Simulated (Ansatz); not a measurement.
Consider Ga24N23 (cell with a defect).

Input file:

```
crystal:
  lattice:
    - [-3.218370816, 5.5743817707, -5.2431684095]
    - [6.4367416318, 1.0e-10, -5.2431684095]
    - [-3.2183708159, -5.5743817708, -5.2431684095]
  atoms:
    - { symbol: Ga, position: [-0.0006262966, 0.1660403701, 0.3327070368], spin: 0.75 }
    - { symbol: Ga, position: [0.6674149978, 0.3335380454, 0.5003385266] }
    - { symbol: Ga, position: [0.33348925, 0.001219472, 0.1666549028] }
    - { symbol: Ga, position: [0.1670051932, 0.8340816645, 0.500204712] }
    - { symbol: Ga, position: [0.8333215695, 0.5001559167, 0.1678861387] }
    - { symbol: Ga, position: [0.5006550311, 0.6668150442, 0.3337466026] }
    - { symbol: Ga, position: [0.1668713787, 0.3336718599, 0.0007483312] }
    - { symbol: Ga, position: [0.8345528053, -1.17639e-05, 0.6668225833] }
    - { symbol: Ga, position: [0.5001483775, 0.1670799359, 0.8339883645] }
    - { symbol: Ga, position: [0.0004132693, 0.6673216978, 0.8334817109] }
    - { symbol: Ga, position: [0.6657619097, 0.8324285764, -0.000904757] }
    - { symbol: Ga, position: [0.3341005167, 0.5007671833, 0.66743385] }
    - { symbol: Ga, position: [-0.004061225, 0.8377868829, 0.1669641722], spin: 0.75 }
    - { symbol: Ga, position: [0.6711202162, 0.0002975055, 0.3292721084], spin: 0.75 }
    - { symbol: Ga, position: [0.3324702102, 0.6668148615, 0.0007838702] }
    - { symbol: Ga, position: [0.1671322468, 0.5011272383, 0.3337969291] }
    - { symbol: Ga, position: [0.8336308389, 0.1626054417, 0.0044535495], spin: 0.75 }
    - { symbol: Ga, position: [0.5003583867, 0.3335404984, 0.1667923761] }
    - { symbol: Ga, position: [0.1668738318, 0.0001257094, 0.8336917201] }
    - { symbol: Ga, position: [0.8334590428, 0.6670250534, 0.5002071651] }
    - { symbol: Ga, position: [0.5001481949, 0.8341172035, 0.6658035435] }
    - { symbol: Ga, position: [0.0004635958, 0.3337989135, 0.6677939049] }
    - { symbol: Ga, position: [0.6674505368, 0.4991368768, 0.8334815282] }
    - { symbol: Ga, position: [0.3344605716, 0.1671302624, 0.5004655802] }
    - { symbol: "N", position: [0.5438094747, 0.2071300004, 0.3735208998] }
    - { symbol: "N", position: [0.2059885121, 0.8760266043, 0.0426769351] }
    - { symbol: "N", position: [0.0401875665, 0.7104761413, 0.373796667] }
    - { symbol: "N", position: [0.7093436018, 0.3726551788, 0.042693271] }
    - { symbol: "N", position: [0.3748461184, 0.5414604768, 0.2081241693] }
    - { symbol: "N", position: [0.0404633337, 0.2068542332, 0.877142808] }
    - { symbol: "N", position: [0.7093599376, 0.8760102684, 0.5393218455] }
    - { symbol: "N", position: [0.3747938102, 0.0414575026, 0.7081794518] }
    - { symbol: "N", position: [0.8747908359, 0.5415127851, 0.7081271435] }
    - { symbol: "N", position: [0.5405691595, 0.7072358261, 0.8739024928] }
    - { symbol: "N", position: [0.2084216022, 0.3750882689, 0.5417549355] }
    - { symbol: "N", position: [0.2080956209, 0.0416852711, 0.374430175] }
    - { symbol: "N", position: [0.8750186044, 0.2077635084, 0.5414289542] }
    - { symbol: "N", position: [0.5417961185, 0.8747275331, 0.20693909] }
    - { symbol: "N", position: [0.3746750177, 0.7082979764, 0.5409501324] }
    - { symbol: "N", position: [0.0410968417, 0.3747622876, 0.2083519377] }
    - { symbol: "N", position: [0.7079886571, 0.5413570419, 0.3751573428] }
    - { symbol: "N", position: [0.3746903752, 0.2084906761, 0.0413219904] }
    - { symbol: "N", position: [0.0418240094, 0.8746553238, 0.7080237085] }
    - { symbol: "N", position: [0.7080608664, 0.0402724233, 0.8751294518] }
    - { symbol: "N", position: [0.2076167991, 0.5413416843, 0.8749646431] }
    - { symbol: "N", position: [0.8736057567, 0.7084627851, 0.0413941998] }
    - { symbol: "N", position: [0.5416313097, 0.3742834657, 0.708008351] }
  host:
    lattice:
      - [3.2183708159, 0.0, 0.0]
      - [-1.609185408, 2.7871908854, 0.0]
      - [0.0, 0.0, 5.2431684095]
    atoms:
      - { symbol: Ga, position: [0.6666666667, 0.3333333333, 0.4991348631] }
      - { symbol: Ga, position: [0.3333333333, 0.6666666667, 0.9991348631] }
      - { symbol: "N", position: [0.6666666667, 0.3333333333, 0.8758651369] }
      - { symbol: "N", position: [0.3333333333, 0.6666666667, 0.3758651369] }
basis:
  ecutwfc: 420
  xc_grid: 2
kpoints:
  mp_grid: { grid: [3, 3, 3], shift: [0.0, 0.0, 0.0] }
hamiltonian:
  xc: pbe
scf:
  occupations: { method: gaussian, width: 0.01 }
output:
  forces: true
  stress: false
  eigenvalues: true
  populations: true
  charged_corrections:
    defect_position: [0.87471162, 0.04137829, 0.20804495]
    epsilon: [[10.4928, 0.0, 0.0], [0.0, 10.4928, 0.0], [0.0, 0.0, 11.6882]]
  write_density: true
  write_potential: true
  elf: true
  volumetric_format: npy
magnetization:
  spin_polarized: true
relax:
  adjacent_minimum: "off"
  f_tol: 0.025
  max_steps: 45
```

Run with:

```sh
ansatz run input.yaml --threads 4 --pin off --max-ram 10240MiB --backend cpu --events-out ev --progress --plain --runs-dir out
```

The program warned that a starting moment wasn't kept; spin-polarised, but the moments vanished.

Level of theory: DFT PBE, scalar-relativistic, plane waves, PAW in Ansatz 0.2.0.

> What will maps of the valence pseudo-density and electron localisation function show?

Ga–N (1.98 Å): ρ is about 0.7 e/Å³ halfway; the ELF peaks at about 0.85 in the valence shell of N, 0.7 Å from its nucleus, and is about 0.45 at the midpoint.

> Metal or insulator at this level of theory?

It is metallic or semimetallic at this level of theory: no gap opens.

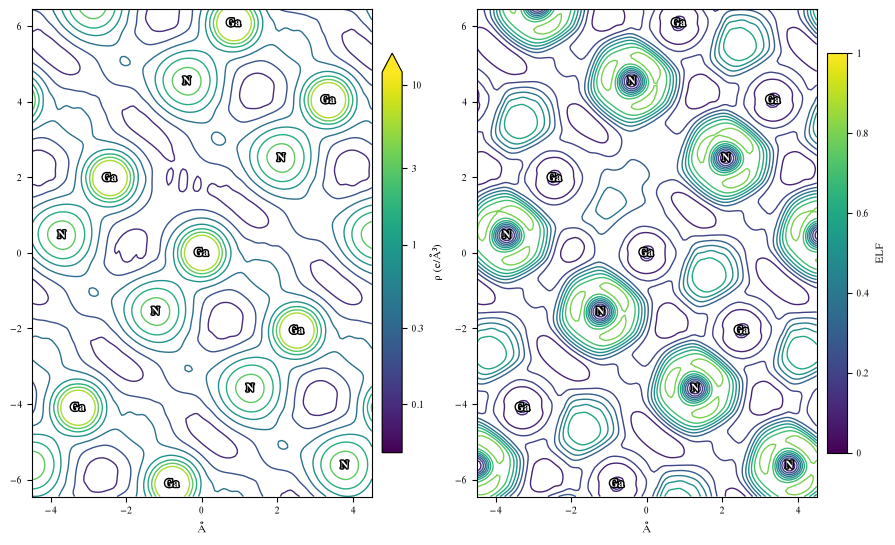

Computed valence pseudo-density and electron localisation function on the (11̄0) plane of the calculation cell, in this order. Atoms just off the plane (Ga, 0.9 Å away and N, 0.9 Å away) can leave unmarked features too.

The density is the valence pseudo-density of a PAW calculation; it isn't the true density close to the nuclei.
